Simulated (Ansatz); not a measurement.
Take the following structure.

```
CELL_PARAMETERS angstrom
3.64228 0.00000 0.00000
0.00000 3.64228 0.00000
0.00000 0.00000 3.50219
ATOMIC_POSITIONS crystal
Na 0.00000 0.00000 0.00000
Cl 0.50000 0.50000 0.50000
```

> What would you see if this were drawn?

The compound is NaCl. Space group: P4/mmm (No. 123). Lattice: primitive tetragonal. In the cell are 1 Na, 1 Cl, which makes 1 formula unit. The coordination shell of Na holds eight Cl in a cubic arrangement at 3.11 Å. Each Cl atom is coordinated by eight Na in a cubic arrangement at 3.11 Å. The bonds build a three-dimensional framework.

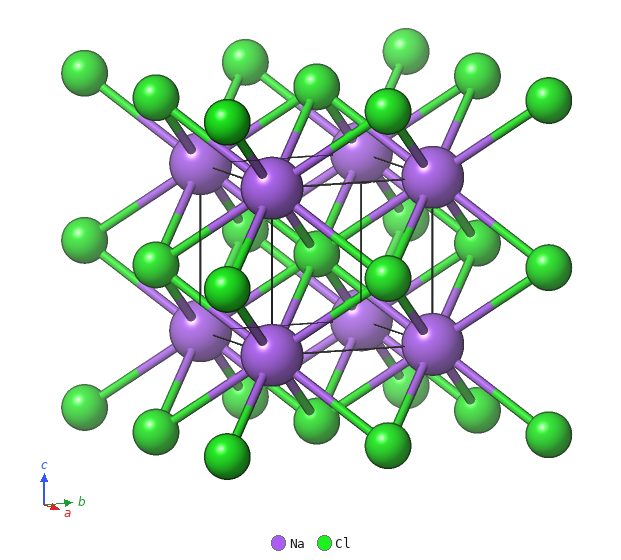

Crystal structure, ball-and-stick style, seen slightly off an axis. One conventional unit cell is framed, with atoms on its boundary repeated. The first bonded neighbours in the surrounding cells are also shown.

Its origin is a structure listed in the Materials Project. The cell was then strained or its atoms displaced on purpose. Ansatz was used for an electronic-structure calculation on it.
